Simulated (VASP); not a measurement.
# Absorption of AlAs from time-dependent hybrids, part 2 of 3

Which functionals bind an exciton in AlAs? The cell is of the zinc-blende type, one of the forms listed for this formula. The start is a cell from a database of measured crystal structures.

VASP 6.6.1, plane waves and PAW; the level of theory is named at each step.

So far, lowest excitation (eV): step 4 (casida equation on LDA) 1.90.

**5. Orbitals for ground state at HSE06**

This step: LDA; plane waves and PAW (As, Al) (VASP 6.6.1).

A hybrid converges faster from good orbitals, so a cheap LDA run writes WAVECAR first.

INCAR reads:

```
SYSTEM = AlAs
PREC = Accurate
ENCUT = 300
EDIFF = 1E-05
NELM = 100
ISMEAR = 0
SIGMA = 0.01
LREAL = .FALSE.
ALGO = Normal
GGA = CA
NBANDS = 10
LORBIT = 11
LWAVE = .TRUE.
LCHARG = .FALSE.
KPAR = 4
```

POSCAR reads:

```
AlAs
1.0
    0.0000000000      2.8304000000      2.8304000000
    2.8304000000      0.0000000000      2.8304000000
    2.8304000000      2.8304000000      0.0000000000
As Al
1 1
Direct
    0.7500000000      0.7500000000      0.7500000000
    0.0000000000      0.0000000000      0.0000000000
```

KPOINTS reads:

```
Automatic mesh
0
Gamma
5 5 5
0 0 0
```

Potentials, in the order of the species: As and Al (PBE family, release 64).

The run is started by

```bash
$ mpirun -np 4 vasp_std
```

The log of the run:

```text
[banner, memory and clock lines left out]
running    4 mpi-ranks, on    1 nodes
 distrk:  each k-point on    1 cores,    4 groups
 distr:  one band on    1 cores,    1 groups

 POSCAR found type information on POSCAR AsAl
 POSCAR found :  2 types and       2 ions
 [... a notice as in an earlier step ...]

 LDA part: xc-table for (Slater(with rela. corr.)+CA(PZ))
 , standard interpolation
 POSCAR, INCAR and KPOINTS ok, starting setup
 FFT: planning ... GRIDC
 FFT: planning ... GRID_SOFT
 FFT: planning ... GRID
 WAVECAR not read
 entering main loop
       N       E                     dE             d eps       ncg     rms          rms(c)
[... 10 cycles as in an earlier step ...]
DAV:  11    -0.104658488580E+02   -0.12271E-05   -0.28597E-06   108   0.902E-03
   1 F= -.10465849E+02 E0= -.10465849E+02  d E =-.189140E-26
 writing wavefunctions
```

The job ended after 1.2 s (4 MPI ranks of Intel Xeon 6975P-C (Granite Rapids), shared host; peak memory 0.43 GiB; 2.4 s of CPU time).

From OUTCAR (step 5):

```text
   NELECT =       8.0000    total number of electrons

 E-fermi :   3.7582

 k-point     1 :       0.0000    0.0000    0.0000
  band No.  band energies     occupation
      1      -8.2140      2.00000
      2       3.6856      2.00000
      3       3.6856      2.00000
      4       3.6856      2.00000
      5       5.5768      0.00000
      6       7.9212      0.00000
      7       7.9212      0.00000
      8       7.9212      0.00000
      9      12.3012      0.00000
    ...

  Total       -0.1559465     -0.1559465     -0.1559465     -0.0000000     -0.0000000      0.0000000
  in kB       -5.5095076     -5.5095076     -5.5095076     -0.0000000     -0.0000000      0.0000000
  external PRESSURE =      -5.5095076 kB  Pullay stress =       0.0000000 kB

  FREE ENERGIE OF THE ION-ELECTRON SYSTEM (eV)
  ---------------------------------------------------
  free  energy   TOTEN  =       -10.4658488580 eV

  energy  without entropy=      -10.4658488580  energy(sigma->0) =      -10.46584886

[... 10 parts as in an earlier step ...]

[... 8 further parts left out ...]
```

Numbers from this step:

| Property | Result |
| --- | --- |
| Fermi energy | 3.758 eV |
| pressure | -0.5510 GPa |

The run ends at a pressure of -0.55 GPa.

**6. Ground state at HSE06**

This step: HSE06; plane waves and PAW (As, Al) (VASP 6.6.1).

The orbitals come from a self-consistent HSE06 run. A small SIGMA keeps every occupation at zero or full.

INCAR reads:

```
SYSTEM = AlAs
PREC = Accurate
ENCUT = 300
EDIFF = 1E-08
NELM = 100
ISMEAR = 0
SIGMA = 0.01
LREAL = .FALSE.
ALGO = Normal
LHFCALC = .TRUE.
AEXX = 0.25
GGA = PE
HFSCREEN = 0.2
LASPH = .TRUE.
NBANDS = 10
PRECFOCK = Fast
LORBIT = 11
LWAVE = .TRUE.
LCHARG = .FALSE.
KPAR = 4
```

POSCAR is that of step 5.

KPOINTS is that of step 5.

The run starts from files that an earlier step left in the folder.

The run is started by

```bash
$ mpirun -np 4 vasp_std
```

The log of the run:

```text
[banner, memory and clock lines left out]
running    4 mpi-ranks, on    1 nodes
 distrk:  each k-point on    1 cores,    4 groups
 distr:  one band on    1 cores,    1 groups

 POSCAR found type information on POSCAR AsAl
 POSCAR found :  2 types and       2 ions
 LDA part: xc-table for (Slater+PW92), standard interpolation
 found WAVECAR, reading the header
 POSCAR, INCAR and KPOINTS ok, starting setup
 FFT: planning ... GRIDC
 FFT: planning ... GRID_SOFT
 FFT: planning ... GRID
 reading WAVECAR
 the WAVECAR file was read successfully
 initial charge from wavefunction
 entering main loop
       N       E                     dE             d eps       ncg     rms          rms(c)
DAV:   1    -0.109677357061E+02   -0.10968E+02   -0.11251E+00   250   0.575E+00    0.938E+00
DAV:   2    -0.109733424346E+02   -0.56067E-02   -0.10065E-02   220   0.584E-01    0.612E+00
DAV:   3    -0.109717608883E+02    0.15815E-02   -0.63178E-04   220   0.156E-01    0.365E+00
DAV:   4    -0.109711630810E+02    0.59781E-03   -0.17661E-04   208   0.762E-02    0.213E+00
DAV:   5    -0.109709581787E+02    0.20490E-03   -0.65058E-05   224   0.461E-02    0.122E+00
DAV:   6    -0.109708888161E+02    0.69363E-04   -0.22602E-05   216   0.280E-02    0.696E-01
DAV:   7    -0.109708672159E+02    0.21600E-04   -0.76228E-06   224   0.167E-02    0.397E-01
DAV:   8    -0.109708606278E+02    0.65881E-05   -0.27732E-06   220   0.103E-02    0.225E-01
DAV:   9    -0.109708593368E+02    0.12910E-05   -0.10299E-06   234   0.638E-03    0.128E-01
DAV:  10    -0.109708591600E+02    0.17678E-06   -0.41546E-07   222   0.410E-03    0.720E-02
DAV:  11    -0.109708593253E+02   -0.16532E-06   -0.18044E-07   234   0.273E-03    0.390E-02
DAV:  12    -0.109708595136E+02   -0.18824E-06   -0.69784E-08   230   0.174E-03    0.217E-02
DAV:  13    -0.109708596688E+02   -0.15520E-06   -0.30075E-08   232   0.116E-03    0.119E-02
DAV:  14    -0.109708597705E+02   -0.10176E-06   -0.12751E-08   210   0.780E-04    0.665E-03
DAV:  15    -0.109708598251E+02   -0.54578E-07   -0.57550E-09   200   0.543E-04    0.371E-03
DAV:  16    -0.109708598559E+02   -0.30758E-07   -0.34071E-09   132   0.415E-04    0.246E-03
DAV:  17    -0.109708598712E+02   -0.15346E-07   -0.12339E-09   114   0.275E-04    0.150E-03
DAV:  18    -0.109708598782E+02   -0.69679E-08   -0.57789E-10   112   0.193E-04
   1 F= -.10970860E+02 E0= -.10970860E+02  d E =-.423163E-56
 writing wavefunctions
```

Elapsed: 16 s, on 4 MPI ranks; peak memory 0.86 GiB; 61 s of CPU time.

Parts of OUTCAR (step 6):

```text
   k-points           NKPTS =     10   k-points in BZ     NKDIM =    125   number of bands    NBANDS=     10

   NELECT =       8.0000    total number of electrons

  exchange ACFDT corr.  =         0.00000000  see jH, gK, PRB 81, 115126

 E-fermi :   3.5346

 k-point     1 :       0.0000    0.0000    0.0000
  band No.  band energies     occupation
      1      -9.6600      2.00000
      2       3.4246      2.00000
      3       3.4246      2.00000
      4       3.4246      2.00000
      5       6.3815      0.00000
      6       8.5912      0.00000
      7       8.5912      0.00000
      8       8.5912      0.00000
      9      13.3327      0.00000
    ...

 POSITION                                       TOTAL-FORCE (eV/Angst)
 -----------------------------------------------------------------------------------
      4.24560      4.24560      4.24560         0.000000      0.000000      0.000000
      0.00000      0.00000      0.00000        -0.000000     -0.000000     -0.000000
 -----------------------------------------------------------------------------------
    total drift:                                0.000002      0.000002      0.000002

  FREE ENERGIE OF THE ION-ELECTRON SYSTEM (eV)
  ---------------------------------------------------
  free  energy   TOTEN  =       -10.9708598782 eV

  energy  without entropy=      -10.9708598782  energy(sigma->0) =      -10.97085988

[... 7 parts as in an earlier step ...]

[... 9 further parts left out ...]
```

The k-mesh is coarse for exact exchange; levels may shift by about 0.1 eV on a finer one. The PAW data sets were made with PBE, which is usual practice but a small mismatch for other functionals.

Numbers from this step:

- free energy (TOTEN): -10.97 eV
- Fermi energy: 3.535 eV
- gap on the k-mesh: 2.332 eV
- least direct gap on the k-mesh: 2.957 eV

**7. Empty bands, functional HSE06**

ALGO = Exact diagonalises the converged Hamiltonian in one step, and LOPTICS writes the k-derivatives of the orbitals (WAVEDER), which give the transition dipoles.

INCAR reads:

```
SYSTEM = AlAs
PREC = Accurate
ENCUT = 300
ISMEAR = 0
SIGMA = 0.01
LREAL = .FALSE.
LHFCALC = .TRUE.
AEXX = 0.25
GGA = PE
HFSCREEN = 0.2
LASPH = .TRUE.
NBANDS = 20
PRECFOCK = Fast
ALGO = Exact
NELM = 1
LWAVE = .TRUE.
LCHARG = .FALSE.
LOPTICS = .TRUE.
NEDOS = 1000
CSHIFT = 0.1
```

POSCAR is that of step 6.

KPOINTS is that of step 6.

The WAVECAR or CHGCAR of an earlier step is read.

The run is started by

```bash
$ mpirun -np 4 vasp_std
```

The log of the run:

```text
[banner, memory and clock lines left out]
running    4 mpi-ranks, on    1 nodes
[...]
LDA part: xc-table for (Slater+PW92), standard interpolation
 found WAVECAR, reading the header
  number of bands has changed, file:    10 present:    20
  trying to continue reading WAVECAR, but it might fail
 POSCAR, INCAR and KPOINTS ok, starting setup
[...]
reading WAVECAR
 random initialization beyond band           10
 the WAVECAR file was read successfully
 initial charge from wavefunction
 entering main loop
       N       E                     dE             d eps       ncg     rms          rms(c)
DIA:   1    -0.109708598861E+02   -0.10971E+02    0.00000E+00     0   0.000E+00
   1 F= -.10970860E+02 E0= -.10970860E+02  d E =-.870027E-19
 writing wavefunctions
 optical routines
 imaginary and real dielectric function
 recalculating local potential from charge density
 direction            1
 direction            2
 direction            3
```

Run time: 38 s. Hardware: 4 MPI ranks; peak memory 0.92 GiB.

From OUTCAR (step 7):

```text
 POSITION                                       TOTAL-FORCE (eV/Angst)
 -----------------------------------------------------------------------------------
      4.24560      4.24560      4.24560         0.000000      0.000000      0.000000
      0.00000      0.00000      0.00000        -0.000000     -0.000000     -0.000000
 -----------------------------------------------------------------------------------
    total drift:                                0.000001      0.000002      0.000002

  FREE ENERGIE OF THE ION-ELECTRON SYSTEM (eV)
  ---------------------------------------------------
  free  energy   TOTEN  =       -10.9708598861 eV

  energy  without entropy=      -10.9708598861  energy(sigma->0) =      -10.97085989

[... 2 parts as in an earlier step ...]

[... 1 further part left out ...]
[key lines of the parts left out:]
E-fermi :   3.4838
```

**8. Casida equation on HSE06**

This step: time-dependent HSE06, Casida form; plane waves and PAW (As, Al) (VASP 6.6.1).

The Casida equation, in the Tamm-Dancoff approximation (ANTIRES = 0), couples the pairs by a local exchange-correlation kernel and by exact exchange, which attracts electron and hole.

INCAR reads:

```
SYSTEM = AlAs
PREC = Accurate
ENCUT = 300
ISMEAR = 0
SIGMA = 0.01
LREAL = .FALSE.
LHFCALC = .TRUE.
AEXX = 0.25
GGA = PE
HFSCREEN = 0.2
LASPH = .TRUE.
NBANDS = 20
PRECFOCK = Fast
ALGO = TDHF
NBANDSO = 4
NBANDSV = 4
OMEGAMAX = 25
NEDOS = 1000
CSHIFT = 0.1
LWAVE = .FALSE.
LCHARG = .FALSE.
ANTIRES = 0
LFXC = .TRUE.
LADDER = .TRUE.
```

POSCAR is that of step 7.

KPOINTS is that of step 7.

The run starts from files that an earlier step left in the folder.

The run is started by

```bash
$ mpirun -np 4 vasp_std
```

The log of the run:

```text
[banner, memory and clock lines left out]
 POSCAR found type information on POSCAR AsAl
 POSCAR found :  2 types and       2 ions
|                                                                             |
|           W    W    AA    RRRRR   N    N  II  N    N   GGGG   !!!           |
|           W    W   A  A   R    R  NN   N  II  NN   N  G    G  !!!           |
|           W    W  A    A  R    R  N N  N  II  N N  N  G       !!!           |
|           W WW W  AAAAAA  RRRRR   N  N N  II  N  N N  G  GGG   !            |
|           WW  WW  A    A  R   R   N   NN  II  N   NN  G    G                |
|           W    W  A    A  R    R  N    N  II  N    N   GGGG   !!!           |
|                                                                             |
|     The default for ENCUTGWSOFT is different in this version of VASP.       |
|     please manually set ENCUTGWSOFT =200 in the INCAR file.                 |
|                                                                             |

 LDA part: xc-table for (Slater+PW92), standard interpolation
 found WAVECAR, reading the header
 POSCAR, INCAR and KPOINTS ok, starting setup
 FFT: planning ... GRIDC
 FFT: planning ... GRID_SOFT
 FFT: planning ... GRID
 reading WAVECAR
 the WAVECAR file was read successfully
 initial charge from wavefunction
 available memory per node:     73.31 GB, setting MAXMEM to     75072

 The Fermi energy was updated, please check that it is located mid-gap
 values below the HOMO (VB) or above the LUMO (CB) will cause erroneous energies
 E-fermi :   4.5908

 the WAVEDER file was read successfully
 responsefunction array rank=     304
 LDA part: xc-table for (Slater+PW92), standard interpolation

 Doing            0  frequencies on each core in blocks of            0
 parallelization over k-points
 Using distributed matrix
 Using distributed eigensolver
 allocating two-electron 4 orbital integral table    4    4    4    4
 BSE setting up matrix
 available memory per node:     73.10 GB, setting MAXMEM to     74855
 Calculate matrix elements of the BSE Hamiltonian:
 Workload is divided into blocks of two-electron 4 orbital integrals computed in
  parallel.
 Each block/integral has dimensions  of (   4,   4,   4,   4) orbitals
 Total number of blocks/integrals:                 7875
 Number of spins:                                     1
 Number of kpoints:                                 125
 Spin channel:                                        1
  Number of blocks of unoccupied bands:               1
  Number of blocks of occupied bands:                 1
 Number of rows/columns of blocks:                  125

                                                        Time (sec)
               Integrals                 Ranks       Real         CPU
  [         1 -        500/      7875]     4         0.17        0.00
  [       501 -       1000/      7875]     4         0.35        0.00
  [      1001 -       1500/      7875]     4         0.52        0.00
  [      1501 -       2000/      7875]     4         0.70        0.00
  [      2001 -       2500/      7875]     4         0.91        0.00
  [      2501 -       3000/      7875]     4         1.09        0.00
  [      3001 -       3500/      7875]     4         1.26        0.00
  [      3501 -       4000/      7875]     4         1.44        0.00
  [      4001 -       4500/      7875]     4         1.61        0.00
  [      4501 -       5000/      7875]     4         1.79        0.00
  [      5001 -       5500/      7875]     4         1.96        0.00
  [      5501 -       6000/      7875]     4         2.14        0.00
  [      6001 -       6500/      7875]     4         2.31        0.00
  [      6501 -       7000/      7875]     4         2.49        0.00
  [      7001 -       7500/      7875]     4         2.66        0.00
  [      7501 -       7600/      7875]     4         2.70        0.00
  [      7601 -       7625/      7875]     1         2.73        0.00
  [      7626 -       7725/      7875]     4         2.77        0.00
  [      7726 -       7750/      7875]     1         2.80        0.00
  [      7751 -       7850/      7875]     4         2.83        0.00
  [      7851 -       7870/      7875]     4         2.84        0.00
  [      7871 -       7874/      7875]     4         2.84        0.00
  [      7875 -       7875/      7875]     1         2.84        0.00

[... 3 parts as in an earlier step ...]
```

Run time: 5.8 s. Hardware: 4 MPI ranks; peak memory 1.1 GiB; 21 s of CPU time.

Parts of OUTCAR (step 8):

```text
   NELECT =       8.0000    total number of electrons

 E-fermi :   4.5908

[... 8 parts as in an earlier step ...]

[... 2 further parts left out ...]
```

Numbers from this step:

| Item | Value |
| --- | --- |
| lowest excitation | 2.907 eV |
| direct gap less the lowest excitation | 0.05000 eV |

The imaginary dielectric function, xx has structure finer than the step of the table below, so its rows give means over 2 eV, whole bins alone (the curve runs from 0 to 25 eV). Peaks (eV: height): 2.9: 10.1, 3.8: 51.5, 4.8: 41.9, 5.0: 40.0.

From 4 filled and 4 empty bands alone, without any pair above OMEGAMAX = 25 eV, so strength is missing wherever others contribute; lines are broadened by CSHIFT, which also makes the tail under the first line. Table of imaginary dielectric function, xx by photon energy; means over each step:

| photon energy (eV) | imaginary dielectric function, xx |
| --- | --- |
| 2 | 1.43 |
| 4 | 18.0 |
| 6 | 7.51 |
| 8 | 3.65 |
| 10 | 1.36 |
| 12 | 0.370 |
| 14 | 0.144 |
| 16 | 0.146 |
| 18 | 0.105 |
| 20 | 0.0452 |
| 22 | 0.0103 |
| 24 | 0.00426 |

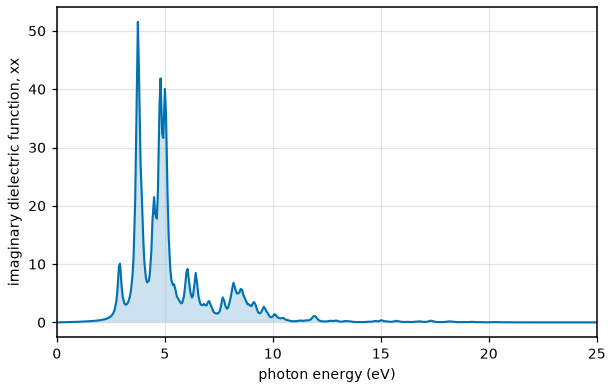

Imaginary dielectric function, xx against photon energy.

Some of the lowest 40 states alone, with states under 2.5 meV apart joined, scaled to the strongest line shown. Lines of the exciton spectrum (strongest = 100):

| position (eV) | lines merged | oscillator strength |
| --- | --- | --- |
| 2.907 | 3 | 20 |
| 3.753 | 3 | 100 |
| 3.777 | 3 | 0.0 |
| 3.786 | 2 | 0.0 |
| 3.846 | 8 | 0.0 |
| 3.930 | 3 | 19 |
| 3.954 | 3 | 0.0 |
| 3.959 | 10 | 0.0 |

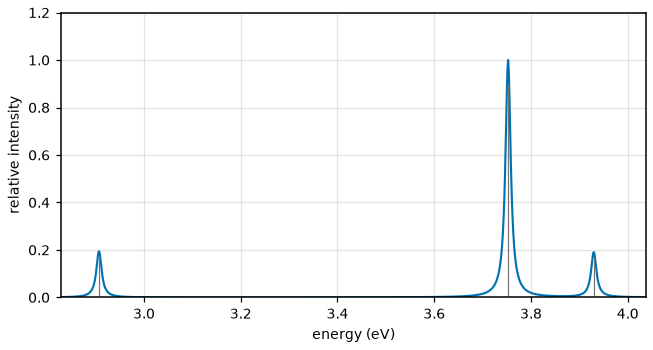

The exciton spectrum, broadened with Lorentzians of width 0.013 eV; bars mark the lines.

The lowest excitation lies at 2.907 eV, -50 meV against the direct gap of these orbitals. No second mesh in this session tests these energies, peaks and heights, and most of the distance from the gap can be the mesh's own exchange term.

[end of part 2 of 3]

[Lines on the potential files, build, host, timing and source positions are cut from VASP's logs without a mark.]

[Logs are printed without paths, hosts, clocks, repeated set-up lines and the standing remarks that a program may print on its own settings, such as how far it seeks lower states.]

[Hosts, paths, dates, database ids (printed as entryN), source tags and the programs' standing remarks are cut or masked in the printed files.]

[Pressures printed for these runs are not shown converged in the cutoff: they can be off by several GPa and have the wrong sign.]

[In band tables of VASP the shares of atoms and orbitals are scaled to a sum of 1 inside the atoms' spheres.]
